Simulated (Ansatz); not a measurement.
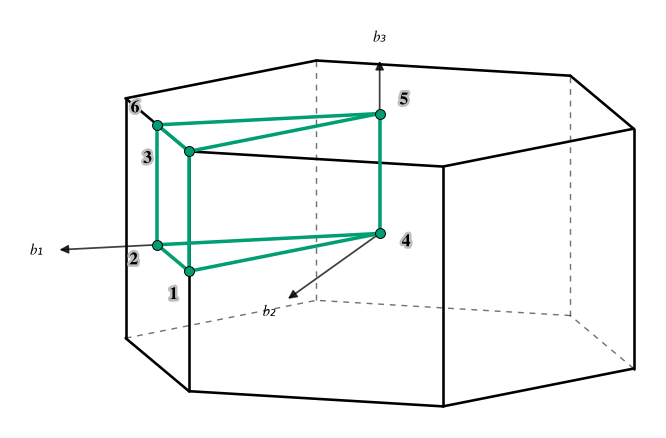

The first Brillouin zone of a primitive hexagonal lattice (hP; extended symbol hP2) is drawn with its special points numbered. Crystal: Mn, the end point of a relaxation at fixed volume with DFT PBE, scalar-relativistic, plane waves, PAW in Ansatz 0.2.0. Geometry calculated from the standardised cell; symmetry tolerance 0.002 Å.

a = 2.456 Å, b = 2.456 Å, c = 3.975 Å, α = 90.00°, β = 90.00°, γ = 120.00°.

Labels and path follow the convention of Hinuma et al. (2017), as computed by seekpath; the arrows show the directions of the reciprocal primitive vectors b₁, b₂, b₃, in which coordinates are given.

Question: Which special point is each number?

Answer:
| no. | label | coordinates |
| --- | --- | --- |
| 1 | K | (1/3, 1/3, 0) |
| 2 | M | (1/2, 0, 0) |
| 3 | H | (1/3, 1/3, 1/2) |
| 4 | Γ | (0, 0, 0) |
| 5 | A | (0, 0, 1/2) |
| 6 | L | (1/2, 0, 1/2) |
